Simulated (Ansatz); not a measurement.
## Al16Cu: single-point calculation

The run: single-point calculation of Al16Cu (slab, 17 atoms in the cell). Method and program: DFT PBE+D3(BJ), scalar-relativistic, plane waves, PAW, no spin polarisation (Ansatz 0.2.0).

The structure derives from an entry of the Crystallography Open Database. Figures and captions count atoms from 1; the log counts them from 0 in places.

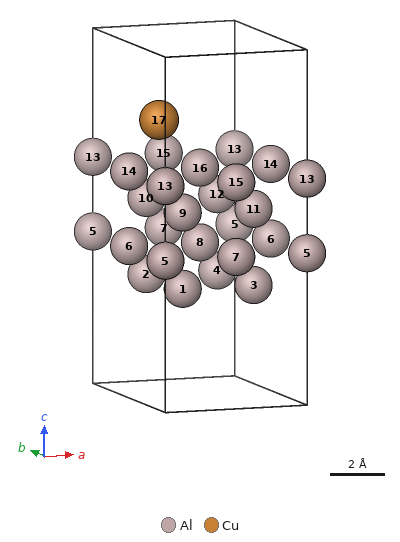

**Figure 1.** The structure (spheres-only view of the cell of the calculation, with the vacuum cut short, seen slightly off an axis; atoms are numbered from 1 in the order of the input).

## Input
```yaml
crystal:
  lattice:
    - [5.6324246412, 0.0, 0.0]
    - [0.0, 7.9654513166, 0.0]
    - [0.0, 0.0, 21.2293510975]
  atoms:
    - { symbol: Al, position: [0.25, 0.25, 0.1884183827] }
    - { symbol: Al, position: [0.25, 0.75, 0.1884183827] }
    - { symbol: Al, position: [0.75, 0.25, 0.1884183827] }
    - { symbol: Al, position: [0.75, 0.75, 0.1884183827] }
    - { symbol: Al, position: [0.0, 0.0, 0.2547466541] }
    - { symbol: Al, position: [0.0, 0.5, 0.2547466541] }
    - { symbol: Al, position: [0.5, 0.0, 0.2547466541] }
    - { symbol: Al, position: [0.5, 0.5, 0.2547466541] }
    - { symbol: Al, position: [0.25, 0.25, 0.3240951258] }
    - { symbol: Al, position: [0.25, 0.75, 0.3240951258] }
    - { symbol: Al, position: [0.75, 0.25, 0.3240951258] }
    - { symbol: Al, position: [0.75, 0.75, 0.3240951258] }
    - { symbol: Al, position: [0.0, 0.0, 0.3876402562] }
    - { symbol: Al, position: [0.0, 0.5, 0.3876402562] }
    - { symbol: Al, position: [0.5, 0.0, 0.3876402562] }
    - { symbol: Al, position: [0.5, 0.5, 0.3876402562] }
    - { symbol: Cu, position: [0.0833333333, 0.25, 0.4912703667] }
basis:
  ecutwfc: 420
kpoints:
  mp_grid: { grid: [5, 4, 1] }
hamiltonian:
  xc: pbe
  dispersion: d3bj
scf:
  occupations: { method: gaussian, width: 0.1 }
output:
  forces: true
  eigenvalues: true
  write_density: true
  write_potential: true
  elf: true
  volumetric_format: npy
efield:
  axis: 3
  dipole_correction: true
  ramp_width: 0.04
```

Hardware: 1 thread of Intel Xeon (Sapphire Rapids), 16 GiB of memory available, shared host.

Run as:
```bash
ansatz run input.yaml --threads 1 --pin off --max-ram 3072MiB --backend cpu --events-out ev --progress --plain --runs-dir out
```

## What the program printed
```
Engine: ansatz 0.2.0, x86_64-unknown-linux-gnu
Pseudopotentials: kind: paw
Pseudopotential: Al, paw, valence charge 3, recommended cutoff 420 eV (normal), Al.paw.azcp
Pseudopotential: Cu, paw, valence charge 19, recommended cutoff 420 eV (normal), Cu.paw.azcp
Functional definition: PBE
  parameter kappa = 0.804
  parameter beta = 0.06672455060314922
  exchange = pbe_x(kappa = kappa, mu = beta*pi^2/3)
  correlation = pbe_c(beta = beta)
Crystal: 17 atoms, lattice volume = 952.451 Å³
Basis set: ecut = 420 eV, 18655 PW (Γ), exchange–correlation on 80×108×288 points (8 copies of the dense FFT grid, shifted against one another)
Bands: 51, of which v1, the nominal top of the filled ones, is band 34 counted from 1 (33 counted from 0)
Symmetry: 2 space group operations
Space group: Pm (ITA 6), of the structure as read, at distance tolerance 9.8e-5 Å
k-points: 9 of 20 (time reversal used)
Non-local potential: Al, projectors of the file, l = 0: 2, l = 1: 2, l = 2: 1
Non-local potential: Cu, projectors of the file, l = 0: 3, l = 1: 2, l = 2: 3, l = 3: 1
PAW form: soft (Blöchl's): semilocal exchange-correlation on the pseudo side does not see the compensation charge
PAW one-centre angular grid: Al, 110 points (default); XC on 64 Gauss nodes
PAW one-centre angular grid: Cu, 590 points (default); XC on 64 Gauss nodes
Initial density: superposition of atomic densities (neutral atoms: chi_scale 0, normalization atom), corrected by the library's trained network
Initial wavefunctions: pseudopotential atomic-orbital guess
Functional: x = pbe(κ = 0.804, μ = 0.2195149727645171), c = pbe(β = 0.06672455060314922)
SCF iter   1: F=—  HF=-15221.827255 eV  |F-HF|=—  |Δ(HF+E_count)|=         —  Δρ=1.89e-3  dr2=1.51e-1  ethr=1.77e-3  p=0.039 e·Å  D=7.36e-3 V/Å  ΔV_dip=-0.16 eV  dr2_dipole=3.73e-2  V_vac-E_F(+/−)=3.85/4.01 eV  ⟨swp⟩=13.3  Hψ=2876  notcnv=0
efield: sawtooth ramp at fractional position 0.8198 (placed from the atoms, in the widest stretch of the axis that holds none; the zero of the levels goes with the place), width 0.0400; the density the first Hamiltonian is built on has a dipole p = 0.039 e·Å; the dipole correction subtracts the counter field D = 7.36e-3 V/Å, which shifts the + side's vacuum level by -0.16 eV against the − side's; the planar-averaged density in the ramp window peaks in size at 3.6e-5 e/Å³
preconditioner: auto → LDOS  [metal: Δε(μ)=0.005 eV  Ē_g=5.533 eV  σ=0.100 eV  W_gap=0.03  n_scr=88 (ndim 8)  ℏωp=9.2 eV  f_vac=0.551  D(μ)=10.20/eV (n_scr^D=36)  β→1.0]
SCF iter   2: F=—  HF=-15221.835096 eV  |F-HF|=—  |Δ(HF+E_count)|=   7.84e-3  Δρ=3.69e-3  dr2=1.35e-1  ethr=2.25e-4  p=0.010 e·Å  D=1.89e-3 V/Å  ΔV_dip=-0.04 eV  dr2_dipole=1.51e-2  V_vac-E_F(+/−)=4.04/4.08 eV  ⟨swp⟩=2.9  Hψ=914  notcnv=0  defer=36
SCF iter   3: F=—  HF=-15221.822686 eV  |F-HF|=—  |Δ(HF+E_count)|=   1.24e-2  Δρ=2.39e-3  dr2=3.52e-2  ethr=2.01e-4  p=0.011 e·Å  D=2.15e-3 V/Å  ΔV_dip=-0.05 eV  dr2_dipole=2.97e-3  V_vac-E_F(+/−)=4.02/4.06 eV  ⟨swp⟩=2.0  Hψ=715  notcnv=0  defer=36
SCF iter   4: F=—  HF=-15221.816759 eV  |F-HF|=—  |Δ(HF+E_count)|=   5.93e-3  Δρ=2.58e-4  dr2=6.59e-3  ethr=5.25e-5  p=0.004 e·Å  D=7.13e-4 V/Å  ΔV_dip=-0.02 eV  dr2_dipole=2.74e-3  V_vac-E_F(+/−)=4.04/4.06 eV  ⟨swp⟩=2.0  Hψ=596  notcnv=0  defer=14
SCF iter   5: F=—  HF=-15221.816496 eV  |F-HF|=—  |Δ(HF+E_count)|=   2.63e-4  Δρ=1.97e-4  dr2=2.19e-3  ethr=9.83e-6  p=-0.003 e·Å  D=-5.38e-4 V/Å  ΔV_dip=0.01 eV  dr2_dipole=7.81e-4  V_vac-E_F(+/−)=4.07/4.06 eV  ⟨swp⟩=1.2  Hψ=390  notcnv=0  defer=14
SCF iter   6: F=—  HF=-15221.816366 eV  |F-HF|=—  |Δ(HF+E_count)|=   1.30e-4  Δρ=5.28e-5  dr2=1.37e-4  ethr=3.27e-6  p=-0.007 e·Å  D=-1.41e-3 V/Å  ΔV_dip=0.03 eV  dr2_dipole=5.05e-5  V_vac-E_F(+/−)=4.08/4.05 eV  ⟨swp⟩=2.0  Hψ=447  notcnv=0  defer=14
SCF iter   7: F=—  HF=-15221.816351 eV  |F-HF|=—  |Δ(HF+E_count)|=   1.54e-5  Δρ=1.26e-5  dr2=3.27e-6  ethr=2.05e-7  p=-0.009 e·Å  D=-1.68e-3 V/Å  ΔV_dip=0.04 eV  dr2_dipole=1.24e-6  V_vac-E_F(+/−)=4.09/4.05 eV  ⟨swp⟩=2.1  Hψ=617  notcnv=0  defer=14
SCF iter   8: F=—  HF=-15221.816946 eV  |F-HF|=—  |Δ(HF+E_count)|=   5.95e-4  Δρ=3.43e-6  dr2=2.81e-7  ethr=4.88e-9  p=-0.009 e·Å  D=-1.75e-3 V/Å  ΔV_dip=0.04 eV  dr2_dipole=8.91e-8  V_vac-E_F(+/−)=4.09/4.05 eV  ⟨swp⟩=2.3  Hψ=699  notcnv=0  defer=14
SCF iter   9: F=-15221.816946 eV  HF=-15221.816946 eV  |F-HF|=1.97e-8  |Δ(HF+E_count)|=   2.75e-7  Δρ=1.35e-6  dr2=1.95e-8  ethr=1.49e-10  p=-0.009 e·Å  D=-1.78e-3 V/Å  ΔV_dip=0.04 eV  dr2_dipole=2.62e-9  V_vac-E_F(+/−)=4.09/4.05 eV  ⟨swp⟩=32.7  Hψ=4486  notcnv=0
SCF 1 converged in 9 iterations: F = -15221.816946 eV  dr2 = 1.95e-8
  greatest PAW one-centre occupation: 1.000 electrons in one spin orbital (limit 2), on the Cu atom at site 16 (counted from 0), in its partial waves of l = 0
WARN: The output density's exchange-correlation potential varies sharply where the density is thin. Do not read a vacuum level from v_tot or v_xc, or from such a field of the output density. On a cell that repeats whose density bears no net charge and no dipole along the vacuum's axis use v_es (v_loc + v_h of the components); under efield.dipole_correction with no amplitude use v_es + v_field, which holds any external_charges[].barrier, or the levels of the report's work_function block, which leave it out; under a non-zero efield.amplitude the vacuum is tilted and has no level; on a cell that repeats and bears such a dipole with no correction it is tilted too, and efield.dipole_correction with no amplitude gives each side of its ramp a level where efield: is served; in a cell that repeats whose density bears a net charge (total_charge, or a fill off its count) it is curved and has none; of a slab under crystal.periodic whose density bears no net charge use v_es, which has a level on each side, short of where the two are joined; of another it falls or rises all the way out and has none; of a slab beside external_charges read slab_vacuum_level instead, which it has where they leave it neutral. The grid or the basis barely resolves most such structure, and the values can differ between equally converged runs; as a rule a tighter scf.convergence.dr2_threshold does not remove it. Where the density itself ripples (under the LDA too) a higher basis.ecutwfc lessens it. The files hold the spikes' plane waves up to the density's cutoff. Files: v_tot_of_output_density and the like, and their columns of v_z.tsv (output.write_potential); v_xc_of_output_density and the like, and their columns of v_comp_z.tsv (output.write_potential_components). Measured: with its Gaussian average of σ = 0.25 Å subtracted twice, the exchange-correlation potential is over 0.1 eV at 182 of the grid points where the equally averaged density (valence and model cores) is under 1e-3 e/Å³, and 0.316 eV at the most among them, at an averaged density of 9.8e-4 e/Å³. The input density's (outcome.potential() and, of a run that writes arrays, v_tot and v_xc) is over 0.1 eV, so measured, at 166 points of its own thin density, 0.316 eV at the most. See output.write_potential in the manual, Limitations
SCF converged after 9 iterations
Free energy (F): -15221.816946 eV
Harris-Foulkes:  -15221.816946 eV  (|F-HF|=1.97e-8)
Internal energy: -15221.763946 eV  (E = F + TS)
E sigma→0 (E₀):  -15221.790446 eV
Entropy (-TS):   -0.053000 eV (-3.118 meV/atom)
Fermi energy:    -0.424806 eV
Dipole field:    D = -0.001810 V/Å  (p = -0.009529 e·Å, saw-weighted, corrected)
Work function:   Φ+ = 4.0897 eV   Φ− = 4.0513 eV
Levels:          The Fermi level and band energies are counted from a zero that moves with the ramp; work functions are not
--- Per-component energies (eV) ---
  E_band       = -873.526878
  E_kinetic    = 642.030865
  E_local      = -19277.700514  (includes V_loc(G=0)·N_el)
  E_nonlocal   = 572.462321
  E_hartree    = 9139.268406
  E_xc         = -707.611197
  E_vxc        = -554.753065  (∫ρ·V_xc dr)
  E_paw        = -9152.815763  (= ΣΔE_a)
  E_vpaw       = -534.116621  (= ΣTr[D̂ρ^β])
  E_aug_tail   = 0.000247  (compensation charges beyond the density's cutoff)
  E_efield     = 0.000009  (sawtooth field / dipole correction)
  E_vefield    = 0.016289  (∫n·V_field dr)
  E_ewald      = 3566.207526
  E_disp       = -3.605845  (pairwise vdW)
  E_smearing   = -0.053000  (= −TS)
  E_closure    = -0.000000  (closes the sum)
  Σ components = -15221.816946   (vs F -15221.816946, Δ=0.00e0)
--- Forces (eV/Å), atoms counted from 1 ---
  atom   1  Al    -0.04833248     0.00000000     0.17511164
  atom   2  Al     0.08045360     0.00000000     0.16662369
  atom   3  Al     0.05382926     0.00000000     0.18080783
  atom   4  Al    -0.07973700     0.00000000     0.14927275
  atom   5  Al    -0.04607290     0.04132080    -0.13911411
  atom   6  Al    -0.04607290    -0.04132080    -0.13911411
  atom   7  Al     0.04823624    -0.03873128    -0.10010755
  atom   8  Al     0.04823624     0.03873128    -0.10010755
  atom   9  Al     0.04526065     0.00000000    -0.09949679
  atom  10  Al     0.07142479     0.00000000     0.07588495
  atom  11  Al    -0.03153483     0.00000000    -0.08615233
  atom  12  Al    -0.05871015     0.00000000    -0.01818049
  atom  13  Al     0.02551399     0.42337726     0.60649045
  atom  14  Al     0.02551399    -0.42337726     0.60649045
  atom  15  Al    -0.00105885     0.01398572     0.03082930
  atom  16  Al    -0.00105885    -0.01398572     0.03082930
  atom  17  Cu    -0.08589361     0.00000000    -1.34002951
  max |Σ_I F_I| component: 3.79e-5 eV/Å
--- Band table (eV; the first three rows and the last of 9) ---
  k-point 0: bands = ["-111.5641", "-68.9995", "-68.9910", "-68.9371", "-10.8783", "-8.6272", "-8.5731", "-8.4461", "-6.3432", "-6.3073", "-6.2126", "-6.1700", "-5.1864", "-4.3178", "-4.2996", "-3.9595", "-3.9440", "-3.9249", "-3.8610", "-2.9969", "-2.9612", "-2.5442", "-2.3610", "-2.1965", "-2.1865", "-1.8634", "-1.8236", "-1.8005", "-1.7919", "-1.7196", "-1.1636", "-1.1066", "-1.0264", "-0.7593", "-0.5899", "-0.2254", "-0.2193", "0.5825", "0.7399", "1.2545", "1.4356", "1.4397", "1.5490", "1.6156", "1.6901", "1.7340", "2.1148", "2.3924", "2.4943", "3.1367", "3.2165"]
  k-point 1: bands = ["-111.5641", "-68.9995", "-68.9910", "-68.9371", "-10.7340", "-9.5872", "-8.3084", "-7.5070", "-6.9614", "-6.2033", "-6.1678", "-5.1068", "-5.1004", "-5.0734", "-5.0588", "-3.9873", "-3.8245", "-3.7955", "-3.6698", "-3.0658", "-3.0461", "-2.5655", "-2.5160", "-2.2706", "-2.2140", "-1.8683", "-1.8063", "-1.7927", "-1.7642", "-1.6967", "-1.4766", "-0.8241", "-0.4733", "-0.4506", "-0.4234", "-0.2754", "0.3560", "0.4069", "0.4683", "0.7003", "0.7855", "0.7954", "1.2794", "1.6673", "2.1377", "2.3085", "2.3829", "2.4927", "2.5801", "2.7904", "2.8303"]
  k-point 2: bands = ["-111.5641", "-68.9995", "-68.9910", "-68.9371", "-10.3043", "-10.3002", "-7.9149", "-7.8897", "-5.7913", "-5.7825", "-5.7535", "-5.7511", "-5.7287", "-5.7256", "-4.8194", "-4.7272", "-3.4659", "-3.4289", "-3.4133", "-3.4032", "-3.2121", "-3.1302", "-2.1356", "-2.0890", "-1.8321", "-1.7916", "-1.7844", "-1.7634", "-1.5548", "-1.3120", "-1.3097", "-1.2693", "-1.2616", "-0.6649", "-0.1801", "-0.1616", "-0.1341", "0.0308", "0.7025", "0.9001", "1.2527", "1.2642", "1.2696", "1.2868", "1.3152", "2.0724", "2.5933", "2.6402", "2.7094", "2.7719", "3.1957"]
  k-point 8: bands = ["-111.5641", "-68.9995", "-68.9910", "-68.9370", "-9.5667", "-9.5626", "-8.6502", "-8.6455", "-7.1856", "-7.1593", "-6.2796", "-6.2530", "-5.0181", "-5.0147", "-4.1564", "-4.1419", "-4.1001", "-4.0117", "-3.2272", "-3.1392", "-2.5497", "-2.4458", "-1.9211", "-1.8977", "-1.8459", "-1.7979", "-1.7890", "-1.6281", "-1.5535", "-1.5205", "-1.5124", "-1.2800", "-1.0057", "-0.4080", "-0.0161", "0.3480", "0.8713", "0.9034", "1.0984", "1.1110", "1.4402", "1.5299", "1.9142", "1.9227", "2.1726", "2.4272", "2.8118", "2.8337", "3.0673", "3.0796", "3.5723"]
```

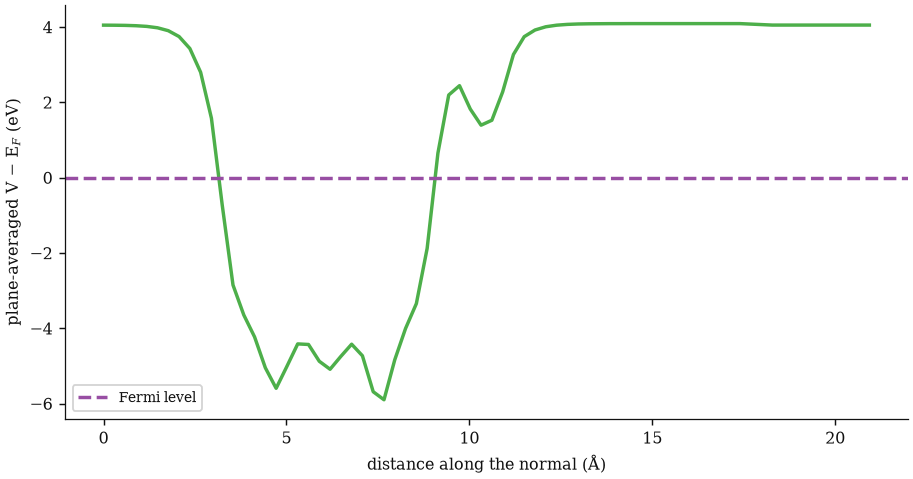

**Figure 2.** Plane average of the electrostatic potential energy of an electron across the cell, from the Fermi level. The vacuum level lies 4.09 eV above the Fermi level on the upper side and 4.05 eV on the lower.

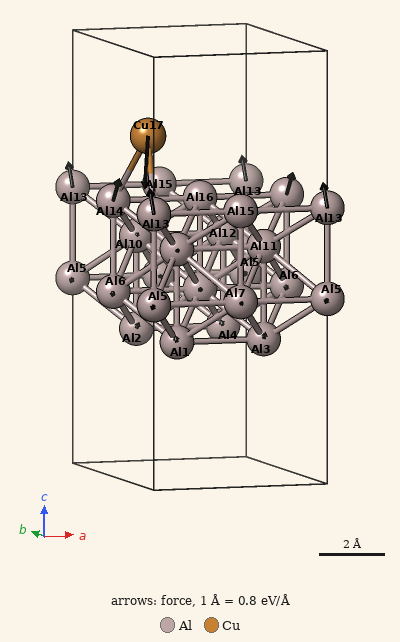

**Figure 3.** Forces on the atoms as black arrows (ball-and-stick view of the cell of the calculation, with the vacuum cut short, seen slightly off an axis; atoms are numbered from 1 in the order of the input); the smallest are left out. The largest act on Cu17 (1.34 eV/Å); Al13, Al14 (0.74 eV/Å). The geometry is not a stationary point of this energy.

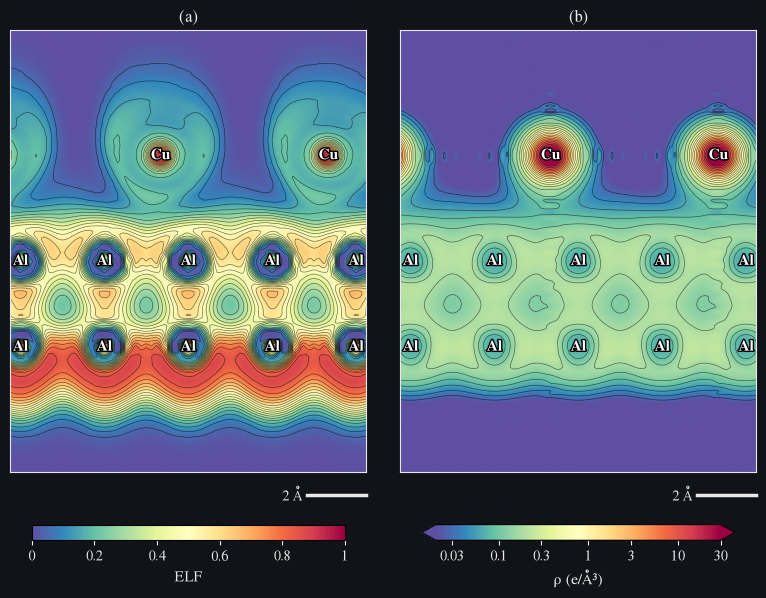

**Figure 4.** (a) electron localisation function; (b) valence charge density (pseudo) on the (010) plane of the calculation cell, a cut from vacuum to vacuum. The plane passes through Al and Cu nuclei. Al–Al (2.82 Å): the density is about 0.23 e/Å³ at the midpoint; the ELF peaks at about 0.80 between the atoms (a covalent bond). The density dies away to nearly zero in the vacuum. The strong features right at Cu lie inside the PAW spheres (semicore, d or f shells) and say nothing about bonding. In a PAW calculation such maps are meaningful between the atoms, not at the nuclei.

## Results in brief

| quantity | value |
| --- | --- |
| outcome | converged |
| electrons treated | 67 |
| free energy | −15221.8169 eV |
| work function, top face | 4.09 eV |
| work function, bottom face | 4.05 eV |
| Fermi energy | −0.425 eV |
| gap on the k-point mesh | none (metallic) |
| work function (upper face) | 4.09 eV |
| largest force (length of the vector) | 1.343 eV/Å |
| wall time | 37 s |
| peak memory | 0.99 GiB |

## Remarks

The program warns: the exchange-correlation potential is rough where the density is thin.
